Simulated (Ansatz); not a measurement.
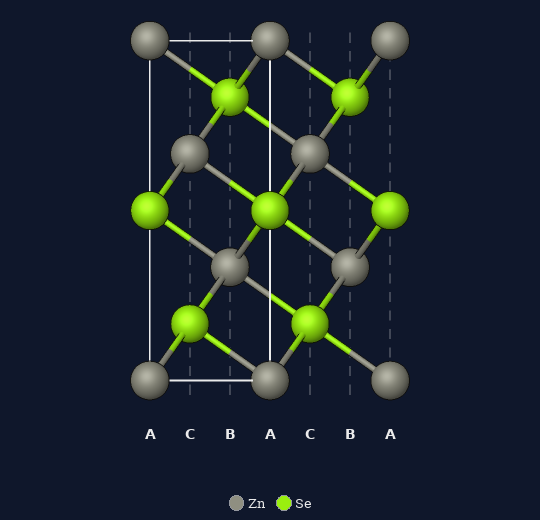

Projection along an edge of the hexagonal mesh, stacking direction [111] upwards. The dashed lines mark the three columns A (0, 0), B (1/3, 2/3) and C (2/3, 1/3). The box is the hexagonal cell of the face-centred cubic lattice. The sequence starts with the first layer at or above the cell's origin.

The compound is ZnSe (space group Fm-3m, No. 225), taken as the input geometry of an electronic-structure calculation (not necessarily at equilibrium); the starting structure was generated, so it need not be a known form of this composition.

> Read off the stacking sequence over one period.

Zn(A) – Se(C) – Zn(B) – Se(A) – Zn(C) – Se(B) (six layers in 9.21 Å).

> How are the Se layers alone stacked?

Se layers alone: CAB, the cubic close-packed type.

> Which positions between or in the Se layers do the other atoms fill?

Zn: three octahedral sites, counted in one hexagonal cell.

Heights of the layers:

```csv
layer,atoms (column),height (Å),to next (Å)
1,Zn(A),0.00,1.54
2,Se(C),1.54,1.53
3,Zn(B),3.07,1.54
4,Se(A),4.61,1.54
5,Zn(C),6.14,1.53
6,Se(B),7.67,1.54
```
